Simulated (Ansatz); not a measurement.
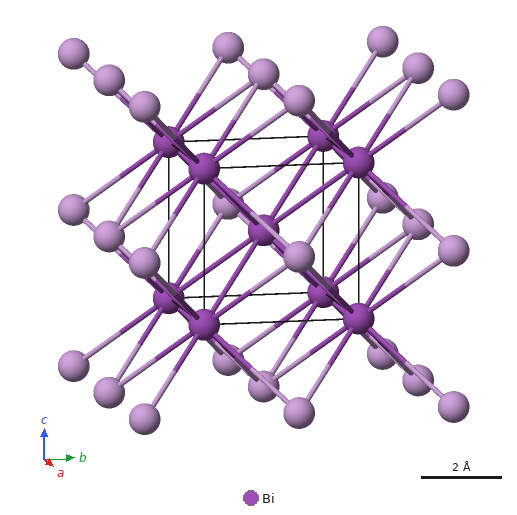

Bi, body-centred cubic (W type), space group Im-3m (No. 229), a = 3.963 Å, b = 3.963 Å, c = 3.963 Å, α = 90.00°, β = 90.00°, γ = 90.00°. A ball-and-stick rendering, viewed slightly off an axis. The parallelepiped is the conventional unit cell. Atoms outside the box are added where they are bonded to one inside, in fainter colours. This one geometry was run with four functionals. The cell is a structure listed in the Materials Project. This isn't the form of Bi at room conditions, which is rhombohedral.

Alike in all runs: Ansatz 0.2.0; potentials Ansatz PAW; cutoff 420 eV; k mesh 5 × 5 × 5 on the run's cell of 1 atom; occupations fermi-dirac, width 0.05 eV; no spin polarisation; no spin-orbit coupling. All runs are metallic.

| level | pressure (GPa) |
| --- | --- |
| LDA | ? |
| PBEsol | -1.8 |
| PBE0 | -0.8 |
| HSE06 | -1.3 |

Question: Fill in the row of LDA.

Answer: Pressure -3.1 GPa. That is the lowest pressure of all.

Question: Order the levels by the equilibrium volume that these pressures point to, smallest first.

Answer: LDA (-3.1 GPa), PBEsol (-1.8 GPa), HSE06 (-1.3 GPa), PBE0 (-0.8 GPa). A higher pressure at one volume points to a larger equilibrium volume, as long as the bulk moduli are alike; rows a few tenths of a GPa apart can't be told apart.

Notes on single rows: LDA, PBEsol, PBE0 and HSE06: the k mesh is coarse (spacing up to 0.45 Å⁻¹), so the values aren't converged; PBE0 and HSE06: the k mesh is coarse (spacing up to 0.45 Å⁻¹), so the values aren't converged, least of all with exact exchange.

Caveat: rows whose functional differs from that of their potentials carry a shift in pressure and volume, which can reorder them; spin-orbit coupling is left out, which matters for Bi, in volumes and forces too.
